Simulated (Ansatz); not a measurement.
System: AlCu3.

Input file:

```
crystal:
  lattice:
    - [3.6787514798, 0.0, 0.0]
    - [0.0, 3.6787514798, 0.0]
    - [0.0, 0.0, 3.6787514798]
  atoms:
    - { symbol: Al, position: [0.0, 0.0, 0.0] }
    - { symbol: Cu, position: [0.5, 0.4786014357, 0.0] }
    - { symbol: Cu, position: [0.5, 0.0, 0.5] }
    - { symbol: Cu, position: [0.0, 0.5213985643, 0.5] }
basis:
  ecutwfc: 520.0
kpoints:
  mp_grid: { grid: [12, 12, 12] }
hamiltonian:
  xc: lda
  pseudopotentials: { kind: paw, azcp: { folder: soft_1 } }
scf:
  occupations: { method: gaussian, width: 0.15 }
output:
  forces: true
  stress: true
  eigenvalues: true
  write_density: true
  write_potential: true
  elf: true
  volumetric_format: npy
```

Command:

```sh
ansatz run input.yaml --threads 2 --pin off --max-ram 4096MiB --backend cpu --events-out ev --progress --plain --runs-dir out
```

Below, planes, directions and counts refer to the conventional cell (a = 3.68 Å, b = 3.68 Å, c = 3.68 Å, α = 90.00°, β = 90.00°, γ = 90.00°).

Space group P-4m2; a point of a scan over the structure, not its minimum; a structure from a database of computed crystals, not necessarily the ambient phase; changed on purpose from its base cell (mode 5 frozen in at -0.077 Å, equal normal strain along x, y and z +0.0250); not relaxed (largest force 0.4 eV/Å); computed pressure about −10 GPa in this cell; computed without spin polarisation; PAW files of the earlier set (soft_1).

All numbers below come from DFT LDA, scalar-relativistic, plane waves, PAW in Ansatz 0.2.0.

Question: Predict the valence pseudo-density and electron localisation function between the atoms.

Answer: Al–Cu (2.55 Å): ρ is about 0.27 e/Å³ halfway; the ELF is about 0.40 at the midpoint.
Al–Cu (2.66 Å): ρ at the midpoint is about 0.23 e/Å³; the ELF is about 0.40 at the midpoint.

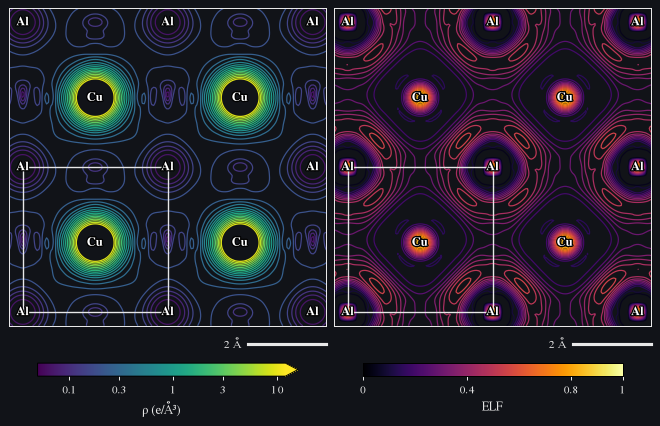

Computed valence pseudo-density and electron localisation function on the (010) plane of the conventional cell, in this order. 

Core electrons are frozen (PAW), and the valence fields are smoothed inside the atomic spheres.
